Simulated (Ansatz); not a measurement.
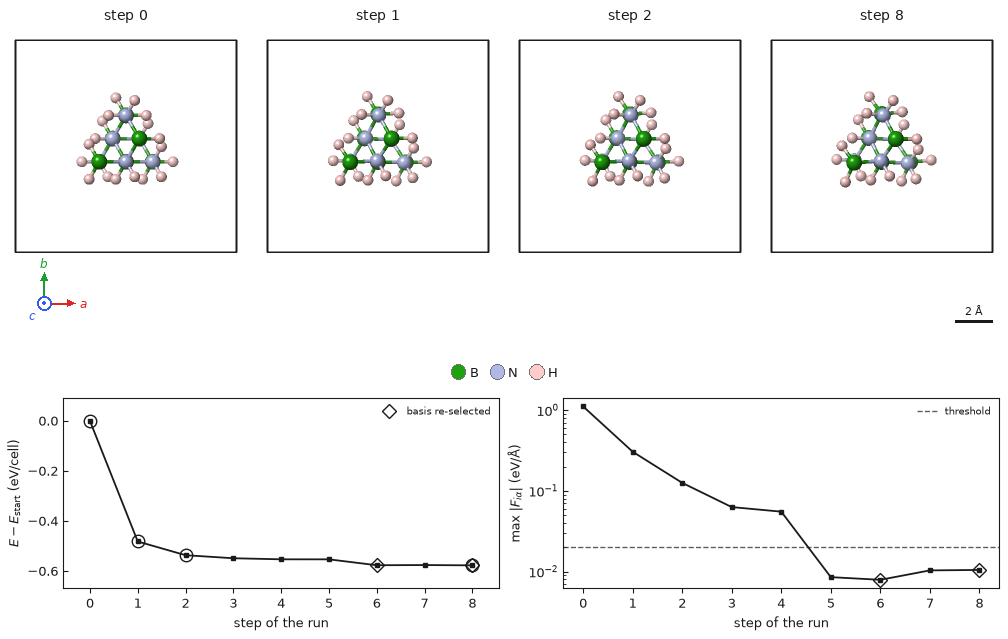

Frames of a relaxation of a wire of composition BH₃N, marked on the history of the run. The picture is a ball-and-stick view of the cell of the calculation, with the vacuum cut short, seen along the c axis.

Case: wire along [1 1 1], 12 atoms a period, capped with H.

These are results of DFT PBE, scalar-relativistic, plane waves, PAW (Ansatz), not measurements. (plane-wave cutoff 420 eV; k-point mesh 1 × 1 × 6; occupations gaussian; smearing width 0.05 eV; no spin polarisation; cell relaxed at fixed a, b, alpha, beta, gamma; force threshold 0.02 eV/Å; at most 45 steps)

What happens along the run?

The largest moves relative to the layer's centre, 0.20 Å, are those of H atoms. Largest moves by element: H 0.20 Å, N 0.09 Å, B 0.08 Å. Along the periodic axis the drawn cell goes c 6.278 → 6.443 Å (+2.6 %). Some distances before and after: B–N 1.570 → 1.603 Å, B–H 1.190 → 1.220 Å, B–N 1.570 → 1.581 Å, H–N 1.020 → 1.027 Å. Among the angles between lasting bonds that change: B–N–B 109.5° → 115.4°, B–N–B 109.5° → 114.3°, H–N–H 109.5° → 105.2°. The energy falls by 0.577 eV per cell of the calculation in 6 accepted moves (8 points after the start). The largest force component goes from 1.1 to 0.01 eV/Å. The SCF was repeated twice at an unchanged geometry on a basis and grid sized afresh for the cell, which shifted the energy by 23.5 meV per cell of the calculation at most. From step 0 to 1: H atoms move most (0.14 Å), energy −0.482 eV per cell of the calculation. From step 1 to 2: H atoms move most (0.05 Å), energy −54.8 meV per cell of the calculation. From step 2 to 8: H atoms move most (0.08 Å), energy −40.5 meV per cell of the calculation.

```tsv
step	E − E(0), meV/atom	largest force component, eV/Å	note
0	0.00	1.1135	
1	-16.06	0.3059	
2	-17.89	0.1258	
3	-18.30	0.0630	
4	-18.44	0.0553	
5	-18.44	0.0085	
6	-19.23	0.0079	same geometry, new basis
7	-19.20	0.0104	
8	-19.24	0.0105	same geometry, new basis
```
